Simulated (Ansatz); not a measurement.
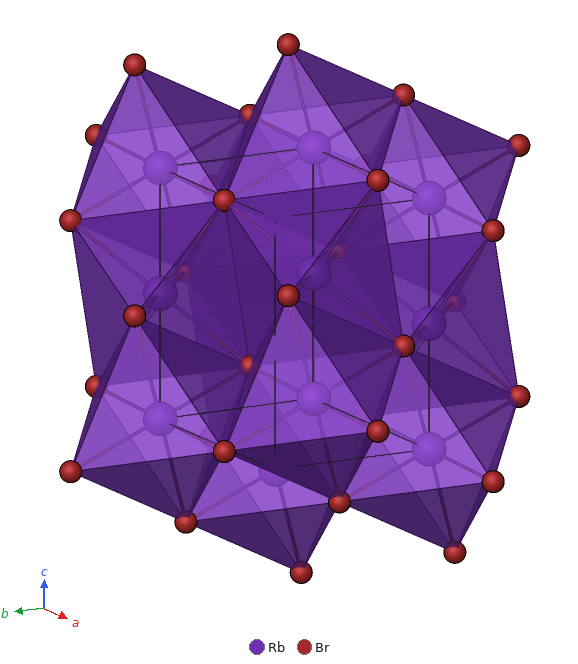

A polyhedral picture of a crystal structure, seen from a general direction. The conventional unit cell is outlined; an atom on or near a face, edge or corner is repeated at each equivalent position. Some atoms of the next cells are drawn as well.

RbBr, space group P6_3/mmc (No. 194), a = 4.77 Å, b = 4.77 Å, c = 8.41 Å, α = 90.00°, β = 90.00°, γ = 120.00°.

Calculation details: DFT, PBE, plane waves, PAW (Ansatz 0.2.0); a 420 eV plane-wave basis, 6×6×4 k-mesh, no spin polarisation.

> What does the calculation say: metal or gapped?

An insulator at this level, with a gap of 4.23 eV, direct.

> What is the clamped-ion dielectric constant?

ε∞ averages 2.5.

Provenance: a structure type filled with these elements by a generator (whether the compound takes this form wasn't checked). Earlier steps of the study may have refined or changed the cell and positions. A calculation with Ansatz used it as input.
